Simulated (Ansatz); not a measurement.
# SnSe: geometry relaxation (part 1 of 2)

SnSe (Pnma, 8 atoms in the cell), computed with DFT r2SCAN, scalar-relativistic, plane waves, PAW, no spin polarisation (Ansatz 0.2.0).

The structure derives from an entry of the Crystallography Open Database. Figures and captions count atoms from 1; the log counts them from 0 in places.

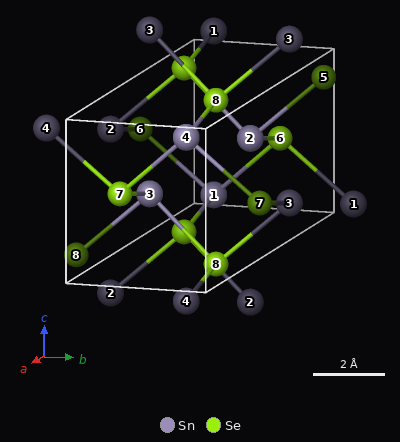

Figure 1. The starting structure (ball-and-stick view of the cell of the calculation, seen slightly off an axis; neighbours outside the cell are drawn fainter; atoms are numbered from 1 in the order of the input). Near neighbours in the crystal (not all of them lie inside the picture): Sn has 3 Se at 2.79 to 2.80 Å; Se has 3 Sn at 2.79 to 2.80 Å.

Results in brief

| quantity | value |
| --- | --- |
| outcome | converged |
| space group (tolerance 0.01 Å) | Pnma (62) |
| electrons treated | 120 |
| free energy | −46070.7007 eV |
| Fermi energy | 8.087 eV |
| gap on the k-point mesh | 1.13 eV |
| pressure | −0.58 GPa |
| final volume | 233.04 Å³ |
| largest force (length of the vector) at the end | 0.009 eV/Å |
| final cell | a = 11.843 Å, b = 4.138 Å, c = 4.755 Å, α = 90.00°, β = 90.00°, γ = 90.00° |
| hardware | 8 threads of Arm Neoverse V1, 24 GiB of memory available, shared host |
| wall time | 87 s (CPU time 11 min) |
| peak memory | 2.1 GiB |

The input
```yaml
crystal:
  lattice:
    - [11.7917651941, 0.0, 0.0]
    - [0.0, 4.1658248777, 0.0]
    - [0.0, 0.0, 4.744041952]
  atoms:
    - { symbol: Sn, position: [0.1200597182, 0.25, 0.1246083103] }
    - { symbol: Sn, position: [0.3799402818, 0.75, 0.6246083103] }
    - { symbol: Sn, position: [0.6200597182, 0.25, 0.3753916897] }
    - { symbol: Sn, position: [0.8799402818, 0.75, 0.8753916897] }
    - { symbol: Se, position: [0.352101249, 0.25, 0.0117931103] }
    - { symbol: Se, position: [0.147898751, 0.75, 0.5117931103] }
    - { symbol: Se, position: [0.852101249, 0.25, 0.4882068897] }
    - { symbol: Se, position: [0.647898751, 0.75, 0.9882068897] }
basis:
  ecutwfc: 500
kpoints:
  mp_grid: { grid: [4, 6, 6] }
hamiltonian:
  xc: r2scan
scf:
  occupations: { method: gaussian, width: 0.02 }
output:
  forces: true
  stress: true
  eigenvalues: true
  write_density: true
  write_potential: true
  elf: true
  volumetric_format: npy
relax:
  adjacent_minimum: "off"
  f_tol: 0.01
  max_steps: 30
  cell: { stress_tol: 0.1, fix: [volume] }
```

Run as:
```bash
ansatz run input.yaml --threads 8 --pin off --max-ram 22528MiB --backend cpu --events-out ev --progress --plain --runs-dir out
```

What the program printed
```
Engine: ansatz 0.2.0, aarch64-unknown-linux-gnu
Pseudopotentials: kind: paw
Pseudopotential: Sn, paw, valence charge 14, recommended cutoff 500 eV (meta_gga), Sn.paw.azcp
Pseudopotential: Se, paw, valence charge 16, recommended cutoff 500 eV (meta_gga), Se.paw.azcp
Functional definition: r2SCAN
  parameter k0 = 0.174
  parameter k1 = 0.065
  parameter a1 = 4.9479
  exchange = r2scan_x(k0 = k0, k1 = k1, a1 = a1)
  correlation = r2scan_c
Crystal: 8 atoms, lattice volume = 233.039 Å³
Basis set: ecut = 500 eV, 5949 PW (Γ), exchange–correlation on 360×128×144 points (64 copies of the dense FFT grid, shifted against one another)
Bands: 72, of which v1, the nominal top of the filled ones, is band 60 counted from 1 (59 counted from 0)
Symmetry: 8 space group operations
Space group: Pnma (ITA 62), of the structure as read, at distance tolerance 6.2e-5 Å
k-points: 48 of 144
Non-local potential: Sn, projectors of the file, l = 0: 2, l = 1: 2, l = 2: 2, l = 3: 2
Non-local potential: Se, projectors of the file, l = 0: 2, l = 1: 2, l = 2: 3, l = 3: 1
PAW form: soft (Blöchl's): semilocal exchange-correlation on the pseudo side does not see the compensation charge
PAW frozen core: Sn, regenerated for the run's functional (the file was generated under x = pbe(κ = 0.804, μ = 0.2195149727645171), c = pbe(β = 0.06672455060314922))
PAW frozen core: Se, regenerated for the run's functional (the file was generated under x = pbe(κ = 0.804, μ = 0.2195149727645171), c = pbe(β = 0.06672455060314922))
PAW one-centre angular grid: Sn, 590 points (default); XC on 249 of its mesh's 2787 points in the sphere
PAW one-centre angular grid: Se, 590 points (default); XC on 160 Gauss nodes
Initial density: superposition of atomic densities (neutral atoms: chi_scale 0, normalization atom), corrected by the library's trained network
Initial wavefunctions: pseudopotential atomic-orbital guess
Functional: x = r2scan, c = r2scan; τ floored in thin density (d = 2e-4 eV/Å³)
SCF iter   1: F=—  HF=-46070.658906 eV  |F-HF|=—  |Δ(HF+E_count)|=         —  Δρ=5.11e-3  dr2=6.57e-2  dr2_τ=1.40e-2  ethr=1.77e-3  ⟨swp⟩=6.3  Hψ=12910  notcnv=0  defer=3
preconditioner: auto → Resta (q_TF=auto, 2.443 Å⁻¹)  ε∞=3.9  [insulator: Δε(μ)=1.052 eV  Ē_g=9.012 eV  σ=0.020 eV  W_gap=1.00  n_scr=56 (ndim 8)  ℏωp=15.4 eV  f_vac=0.008  D(μ)=0.00/eV (n_scr^D=0)  ε∞_Penn≈3.9]
SCF iter   2: F=—  HF=-46070.682255 eV  |F-HF|=—  |Δ(HF+E_count)|=   2.33e-2  Δρ=2.50e-3  dr2=1.58e-2  dr2_τ=3.76e-4  ethr=5.48e-5  ⟨swp⟩=2.6  Hψ=6562  notcnv=0  defer=278
SCF iter   3: F=—  HF=-46070.683309 eV  |F-HF|=—  |Δ(HF+E_count)|=   1.05e-3  Δρ=8.76e-4  dr2=1.59e-3  dr2_τ=3.34e-5  ethr=1.31e-5  ⟨swp⟩=2.6  Hψ=4863  notcnv=0  defer=278
SCF iter   4: F=—  HF=-46070.683699 eV  |F-HF|=—  |Δ(HF+E_count)|=   3.89e-4  Δρ=2.13e-4  dr2=1.02e-4  dr2_τ=2.55e-6  ethr=1.33e-6  ⟨swp⟩=2.5  Hψ=5356  notcnv=0  defer=278
SCF iter   5: F=—  HF=-46070.683757 eV  |F-HF|=—  |Δ(HF+E_count)|=   5.83e-5  Δρ=6.84e-5  dr2=1.33e-5  dr2_τ=5.23e-7  ethr=8.53e-8  ⟨swp⟩=3.0  Hψ=5462  notcnv=0  defer=278
SCF iter   6: F=—  HF=-46070.683787 eV  |F-HF|=—  |Δ(HF+E_count)|=   3.01e-5  Δρ=2.07e-5  dr2=1.07e-6  dr2_τ=2.60e-8  ethr=1.11e-8  ⟨swp⟩=2.0  Hψ=5098  notcnv=0  defer=278
SCF iter   7: F=-46070.683788 eV  HF=-46070.683788 eV  |F-HF|=4.15e-8  |Δ(HF+E_count)|=   9.78e-7  Δρ=5.15e-6  dr2=5.97e-8  dr2_τ=1.52e-9  ethr=8.33e-11  ⟨swp⟩=13.0  Hψ=25983  notcnv=0
SCF 1 converged in 7 iterations: F = -46070.683788 eV  dr2 = 5.97e-8
  greatest PAW one-centre occupation: 1.000 electrons in one spin orbital (limit 2), on the Se atom at site 6 (counted from 0), in its partial waves of l = 2
relax step   1: F+E_penalty+E_count = -46070.68378796 eV  Δ(F+E_penalty+E_count) = +0.000e0 eV  max|allowed force component| = 1.527e-1 eV/Å  Δτ_max = 0.0000 Å  P = -1.385 GPa  Ω = 233.039 Å³  fix = [volume]  reactions: volume -1.385 GPa  (7 SCF iters, dr2 threshold 1.00e-7 eV, accepted)
Basis set: ecut = 500 eV, 5969 PW (Γ), exchange–correlation on 360×128×144 points (64 copies of the dense FFT grid, shifted against one another)
Initial density: handed on by an earlier stage of this run
Initial wavefunctions: those handed on with the density
iter 1 solved again at ethr=6.46e-5 eV; its pass at ethr=3.10e-3 eV (dr2=7.75e-2 eV) is discarded
SCF iter   1: F=—  HF=-46070.144733 eV  |F-HF|=—  |Δ(HF+E_count)|=         —  Δρ=5.88e-3  dr2=7.97e-2  dr2_τ=4.27e-1  ethr=6.46e-5  ⟨swp⟩=2.7  Hψ=14871  notcnv=0
preconditioner: auto → Resta (q_TF=auto, 2.443 Å⁻¹)  ε∞=3.9  [insulator: Δε(μ)=1.166 eV  Ē_g=9.076 eV  σ=0.020 eV  W_gap=1.00  n_scr=56 (ndim 8)  ℏωp=15.4 eV  f_vac=0.012  D(μ)=0.00/eV (n_scr^D=0)  ε∞_Penn≈3.9]
SCF iter   2: F=—  HF=-46070.680564 eV  |F-HF|=—  |Δ(HF+E_count)|=   5.36e-1  Δρ=2.79e-3  dr2=1.50e-2  dr2_τ=4.97e-4  ethr=6.46e-5  ⟨swp⟩=3.9  Hψ=6772  notcnv=0
SCF iter   3: F=—  HF=-46070.680927 eV  |F-HF|=—  |Δ(HF+E_count)|=   3.63e-4  Δρ=1.67e-3  dr2=5.23e-3  dr2_τ=8.36e-5  ethr=1.25e-5  ⟨swp⟩=2.0  Hψ=4099  notcnv=0
SCF iter   4: F=—  HF=-46070.682056 eV  |F-HF|=—  |Δ(HF+E_count)|=   1.13e-3  Δρ=2.04e-4  dr2=9.51e-5  dr2_τ=7.78e-6  ethr=4.36e-6  ⟨swp⟩=2.0  Hψ=4994  notcnv=0
SCF iter   5: F=—  HF=-46070.682162 eV  |F-HF|=—  |Δ(HF+E_count)|=   1.06e-4  Δρ=8.03e-5  dr2=2.35e-5  dr2_τ=7.30e-7  ethr=7.93e-8  ⟨swp⟩=2.0  Hψ=6336  notcnv=0
SCF iter   6: F=—  HF=-46070.682163 eV  |F-HF|=—  |Δ(HF+E_count)|=   8.84e-7  Δρ=3.60e-5  dr2=3.31e-6  dr2_τ=1.01e-7  ethr=1.96e-8  ⟨swp⟩=2.0  Hψ=6336  notcnv=0
SCF iter   7: F=-46070.682165 eV  HF=-46070.682165 eV  |F-HF|=6.55e-8  |Δ(HF+E_count)|=   1.63e-6  Δρ=1.13e-5  dr2=3.86e-7  dr2_τ=5.44e-9  ethr=6.67e-10  ⟨swp⟩=11.3  Hψ=29514  notcnv=0
SCF 2 converged in 7 iterations: F = -46070.682165 eV  dr2 = 3.86e-7
relax step   2: F+E_penalty+E_count = -46070.68216469 eV  Δ(F+E_penalty+E_count) = +1.623e-3 eV  max|allowed force component| = 1.479e-1 eV/Å  Δτ_max = 0.0979 Å  P = +0.072 GPa  Ω = 233.039 Å³  energy of the carried Pulay correction = -5.620e-18 eV  fix = [volume]  (7 SCF iters, dr2 threshold 8.00e-7 eV, rejected (line search))
Basis set: ecut = 500 eV, 5961 PW (Γ), exchange–correlation on 360×128×144 points (64 copies of the dense FFT grid, shifted against one another)
iter 1 solved again at ethr=4.99e-5 eV; its pass at ethr=3.10e-3 eV (dr2=5.99e-2 eV) is discarded
SCF iter   1: F=—  HF=-46070.457457 eV  |F-HF|=—  |Δ(HF+E_count)|=         —  Δρ=5.41e-3  dr2=5.93e-2  dr2_τ=3.04e-1  ethr=4.99e-5  ⟨swp⟩=2.8  Hψ=13984  notcnv=0
preconditioner: auto → Resta (q_TF=auto, 2.443 Å⁻¹)  ε∞=2.6  [insulator: Δε(μ)=1.117 eV  Ē_g=17.326 eV  σ=0.020 eV  W_gap=1.00  n_scr=56 (ndim 8)  ℏωp=21.8 eV  f_vac=0.013  D(μ)=0.00/eV (n_scr^D=0)  ε∞_Penn≈2.6]
SCF iter   2: F=—  HF=-46070.697736 eV  |F-HF|=—  |Δ(HF+E_count)|=   2.40e-1  Δρ=2.48e-3  dr2=9.23e-3  dr2_τ=3.81e-4  ethr=4.94e-5  ⟨swp⟩=4.0  Hψ=6959  notcnv=0
SCF iter   3: F=—  HF=-46070.699065 eV  |F-HF|=—  |Δ(HF+E_count)|=   1.33e-3  Δρ=1.29e-3  dr2=2.54e-3  dr2_τ=7.57e-5  ethr=7.69e-6  ⟨swp⟩=2.9  Hψ=4948  notcnv=0
SCF iter   4: F=—  HF=-46070.700387 eV  |F-HF|=—  |Δ(HF+E_count)|=   1.32e-3  Δρ=2.34e-4  dr2=1.94e-4  dr2_τ=9.27e-6  ethr=2.12e-6  ⟨swp⟩=3.0  Hψ=6910  notcnv=0
SCF iter   5: F=—  HF=-46070.700377 eV  |F-HF|=—  |Δ(HF+E_count)|=   9.75e-6  Δρ=8.52e-5  dr2=1.41e-5  dr2_τ=5.64e-7  ethr=1.61e-7  ⟨swp⟩=2.0  Hψ=6336  notcnv=0
SCF iter   6: F=—  HF=-46070.700385 eV  |F-HF|=—  |Δ(HF+E_count)|=   7.77e-6  Δρ=1.95e-5  dr2=1.04e-6  dr2_τ=3.25e-8  ethr=1.17e-8  ⟨swp⟩=2.8  Hψ=6084  notcnv=0
SCF iter   7: F=—  HF=-46070.700417 eV  |F-HF|=—  |Δ(HF+E_count)|=   3.22e-5  Δρ=5.44e-6  dr2=8.38e-8  dr2_τ=3.52e-9  ethr=8.66e-10  ⟨swp⟩=2.0  Hψ=4999  notcnv=0
SCF iter   8: F=—  HF=-46070.700417 eV  |F-HF|=—  |Δ(HF+E_count)|=   2.40e-8  Δρ=1.79e-6  dr2=1.09e-8  dr2_τ=2.86e-10  ethr=6.99e-11  ⟨swp⟩=2.0  Hψ=5376  notcnv=0
SCF iter   9: F=—  HF=-46070.700417 eV  |F-HF|=—  |Δ(HF+E_count)|=   2.82e-9  Δρ=5.98e-7  dr2=1.19e-9  dr2_τ=2.80e-11  ethr=9.04e-12  ⟨swp⟩=2.0  Hψ=5376  notcnv=0
SCF iter  10: F=-46070.700417 eV  HF=-46070.700417 eV  |F-HF|=1.46e-11  |Δ(HF+E_count)|=  5.02e-10  Δρ=1.20e-7  dr2=3.42e-11  dr2_τ=1.38e-12  ethr=1.00e-12  ⟨swp⟩=7.0  Hψ=16484  notcnv=0
SCF 3 converged in 10 iterations: F = -46070.700417 eV  dr2 = 3.42e-11
  greatest PAW one-centre occupation: 1.000 electrons in one spin orbital (limit 2), on the Se atom at site 7 (counted from 0), in its partial waves of l = 2
relax step   3: F+E_penalty+E_count = -46070.70041674 eV  Δ(F+E_penalty+E_count) = -1.663e-2 eV  max|allowed force component| = 8.424e-3 eV/Å  Δτ_max = 0.0311 Å  P = -0.599 GPa  Ω = 233.039 Å³  energy of the carried Pulay correction = -5.620e-18 eV  fix = [volume]  reactions: volume -0.599 GPa  (10 SCF iters, accepted)
Basis set: ecut = 500 eV, 5977 PW (Γ), exchange–correlation on 360×128×144 points (64 copies of the dense FFT grid, shifted against one another)
iter 1 solved again at ethr=2.88e-6 eV; its pass at ethr=3.10e-3 eV (dr2=3.46e-3 eV) is discarded
SCF iter   1: F=—  HF=-46070.688310 eV  |F-HF|=—  |Δ(HF+E_count)|=         —  Δρ=1.20e-3  dr2=3.36e-3  dr2_τ=1.23e-2  ethr=2.88e-6  ⟨swp⟩=3.5  Hψ=13299  notcnv=0
preconditioner: auto → Resta (q_TF=auto, 2.443 Å⁻¹)  ε∞=3.9  [insulator: Δε(μ)=1.129 eV  Ē_g=9.051 eV  σ=0.020 eV  W_gap=1.00  n_scr=56 (ndim 8)  ℏωp=15.4 eV  f_vac=0.012  D(μ)=0.00/eV (n_scr^D=0)  ε∞_Penn≈3.9]
SCF iter   2: F=—  HF=-46070.700522 eV  |F-HF|=—  |Δ(HF+E_count)|=   1.22e-2  Δρ=5.18e-4  dr2=3.75e-4  dr2_τ=1.51e-5  ethr=2.80e-6  ⟨swp⟩=2.8  Hψ=6236  notcnv=0
SCF iter   3: F=—  HF=-46070.700575 eV  |F-HF|=—  |Δ(HF+E_count)|=   5.34e-5  Δρ=2.78e-4  dr2=1.17e-4  dr2_τ=2.33e-6  ethr=3.12e-7  ⟨swp⟩=2.2  Hψ=5961  notcnv=0
SCF iter   4: F=—  HF=-46070.700627 eV  |F-HF|=—  |Δ(HF+E_count)|=   5.22e-5  Δρ=4.30e-5  dr2=5.55e-6  dr2_τ=1.30e-7  ethr=9.72e-8  ⟨swp⟩=3.0  Hψ=6336  notcnv=0
SCF iter   5: F=—  HF=-46070.700660 eV  |F-HF|=—  |Δ(HF+E_count)|=   3.33e-5  Δρ=1.20e-5  dr2=4.50e-7  dr2_τ=2.75e-8  ethr=4.63e-9  ⟨swp⟩=2.0  Hψ=6336  notcnv=0
SCF iter   6: F=—  HF=-46070.700660 eV  |F-HF|=—  |Δ(HF+E_count)|=   1.01e-8  Δρ=4.58e-6  dr2=6.15e-8  dr2_τ=1.86e-9  ethr=3.75e-10  ⟨swp⟩=2.0  Hψ=6336  notcnv=0
SCF iter   7: F=—  HF=-46070.700660 eV  |F-HF|=—  |Δ(HF+E_count)|=   4.91e-8  Δρ=1.57e-6  dr2=6.64e-9  dr2_τ=2.42e-10  ethr=5.13e-11  ⟨swp⟩=2.0  Hψ=6336  notcnv=0
SCF iter   8: F=—  HF=-46070.700660 eV  |F-HF|=—  |Δ(HF+E_count)|=   4.90e-9  Δρ=4.75e-7  dr2=5.96e-10  dr2_τ=2.67e-11  ethr=5.54e-12  ⟨swp⟩=2.0  Hψ=5376  notcnv=0
SCF iter   9: F=-46070.700660 eV  HF=-46070.700660 eV  |F-HF|=5.09e-11  |Δ(HF+E_count)|=  4.07e-10  Δρ=1.74e-7  dr2=8.33e-11  dr2_τ=2.07e-12  ethr=1.00e-12  ⟨swp⟩=6.4  Hψ=15087  notcnv=0
SCF 4 converged in 9 iterations: F = -46070.700660 eV  dr2 = 8.33e-11
relax step   4: F+E_penalty+E_count = -46070.70066049 eV  Δ(F+E_penalty+E_count) = -2.437e-4 eV  max|allowed force component| = 7.128e-3 eV/Å  Δτ_max = 0.0156 Å  P = -0.584 GPa  Ω = 233.039 Å³  energy of the carried Pulay correction = -7.025e-18 eV  fix = [volume]  reactions: volume -0.584 GPa  (9 SCF iters, accepted)
Initial wavefunctions: pseudopotential atomic-orbital guess (no wavefunctions were taken with the density)
iter 1 solved again at ethr=3.83e-7 eV; its pass at ethr=3.10e-3 eV (dr2=4.59e-4 eV) is discarded
SCF iter   1: F=—  HF=-46070.700616 eV  |F-HF|=—  |Δ(HF+E_count)|=         —  Δρ=2.29e-5  dr2=2.61e-8  dr2_τ=9.87e-9  ethr=3.83e-7  ⟨swp⟩=3.0  Hψ=20470  notcnv=0
eigensolver tolerance schedule: the retry pair's looser diagonalisation over-reported the residual by 17622.88 of it (diagonalisation noise at an unbounded share of the residual, at the tolerance the schedule requests for it); recorded, not acted on — ethr = c·dr2/N_el stays at c = 1.0e-1
preconditioner: auto → Resta (q_TF=auto, 2.443 Å⁻¹)  ε∞=2.6  [insulator: Δε(μ)=1.126 eV  Ē_g=17.326 eV  σ=0.020 eV  W_gap=1.00  n_scr=56 (ndim 8)  ℏωp=21.8 eV  f_vac=0.012  D(μ)=0.00/eV (n_scr^D=0)  ε∞_Penn≈2.6]
SCF iter   2: F=—  HF=-46070.700662 eV  |F-HF|=—  |Δ(HF+E_count)|=   4.56e-5  Δρ=1.15e-5  dr2=7.10e-9  dr2_τ=7.08e-8  ethr=2.17e-11  ⟨swp⟩=3.6  Hψ=8226  notcnv=0
SCF iter   3: F=—  HF=-46070.700665 eV  |F-HF|=—  |Δ(HF+E_count)|=   2.73e-6  Δρ=3.80e-6  dr2=7.27e-10  dr2_τ=7.63e-9  ethr=5.92e-12  ⟨swp⟩=2.0  Hψ=4416  notcnv=0
SCF iter   4: F=-46070.700665 eV  HF=-46070.700665 eV  |F-HF|=2.33e-10  |Δ(HF+E_count)|=   3.37e-7  Δρ=1.48e-7  dr2=2.75e-11  dr2_τ=8.69e-12  ethr=1.00e-12  ⟨swp⟩=7.6  Hψ=15865  notcnv=0
SCF 5 converged in 4 iterations: F = -46070.700665 eV  dr2 = 2.75e-11
relax step   5: F+E_penalty+E_count = -46070.70066512 eV  Δ(F+E_penalty+E_count) = -4.636e-6 eV  max|allowed force component| = 7.127e-3 eV/Å  Δτ_max = 0.0000 Å  P = -0.584 GPa  Ω = 233.039 Å³  fix = [volume]  reactions: volume -0.584 GPa  stress off target by 4.80e-2 GPa on what of the cell is left free  SCF on the basis re-selected at this cell (its energy is not comparable with the rows above)  (4 SCF iters)
```

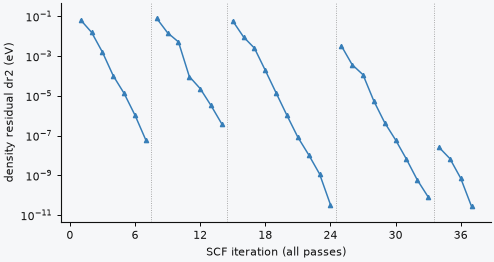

Figure 2. Convergence of the self-consistent field: density residual dr2 against the SCF iteration. The dotted lines part the SCF passes of the relaxation: geometry steps, rejected trials and re-solves on a re-selected basis. The 5 passes take 4 to 10 iterations each, 37 in all.

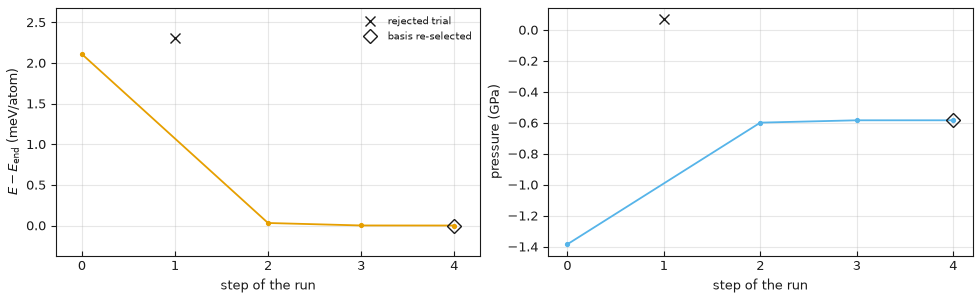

Figure 3. Progress of the relaxation, step by step (the first geometry is step 0 here and step 1 in the log).
